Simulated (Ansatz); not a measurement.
Input

```
crystal:
  lattice:
    - [3.1999394429, 0.0, 0.0]
    - [0.0, 3.1999394429, 0.0]
    - [1.5999697215, 1.5999697215, 2.3915796664]
  atoms:
    - { symbol: Hf, position: [0.0, 0.0, 0.0] }
    - { symbol: C, position: [0.5, 0.5, 0.0] }
basis:
  ecutwfc: 500
kpoints:
  mp_grid: { grid: [11, 11, 14] }
hamiltonian:
  xc: r2scan
scf:
  occupations: { method: gaussian, width: 0.1 }
output:
  forces: true
  stress: true
  eigenvalues: true
  write_density: true
  write_potential: true
  elf: true
  volumetric_format: npy
relax:
  adjacent_minimum: "off"
  f_tol: 0.01
  max_steps: 50
  cell: { fix: [a, b, gamma], stress_tol: 0.1 }
```

Run with:

```sh
ansatz run input.yaml --threads 2 --pin off --max-ram 5120MiB --backend cpu --events-out ev --progress --plain --runs-dir out
```

Below, planes, directions and counts refer to the conventional cell (a = 3.20 Å, b = 3.20 Å, c = 4.69 Å, α = 89.98°, β = 89.98°, γ = 90.00°).

The fields are those of the run's last geometry, not of the input's.

Space group I4/mmm; computed pressure about 11 GPa in this cell.

All numbers below come from Ansatz 0.2.0, DFT r2SCAN, scalar-relativistic, plane waves, PAW.

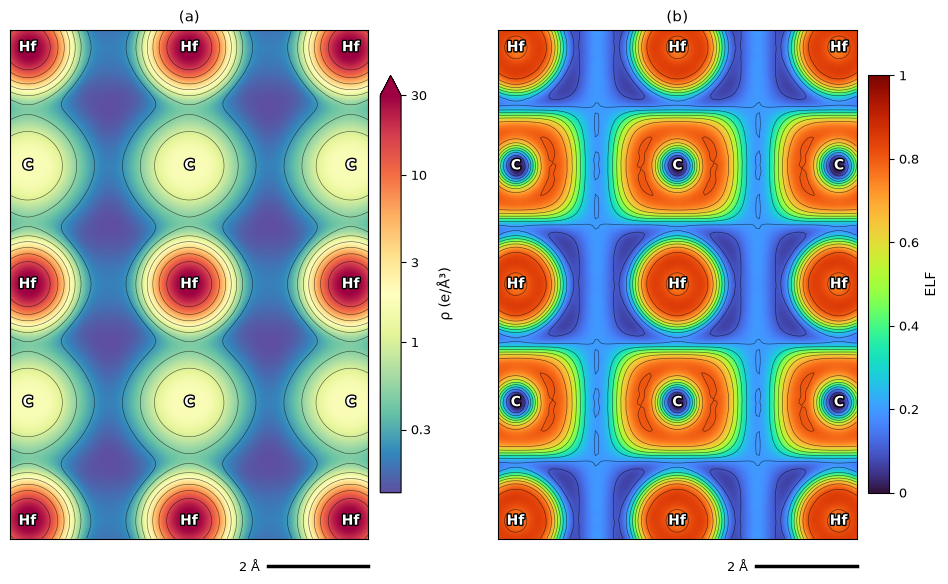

HfC. (a) valence charge density (pseudo); (b) electron localisation function on the (100) plane of the conventional cell.

In a PAW calculation such maps are meaningful between the atoms, not at the nuclei.

### Interpret the plot.

Atoms in the plane: Hf and C. Hf–Hf (3.20 Å): ρ at the midpoint is about 0.2 e/Å³; the ELF is about 0.20 at the midpoint; no shared electron pair shows on this line. Hf–C (2.34 Å): the density is about 0.47 e/Å³ at the midpoint; the ELF peaks at about 0.80 in the valence shell of C, 0.7 Å from its nucleus, and is about 0.20 at the midpoint; no localised pair shows between them. Between the atoms the lowest density in this plane is 0.13 e/Å³. The features right at Hf lie inside the PAW spheres, where the map follows smoothed inner orbitals and isn't to be read closely.

### Does the calculation give a band gap?

It is metallic or semimetallic at this level of theory: no gap opens.
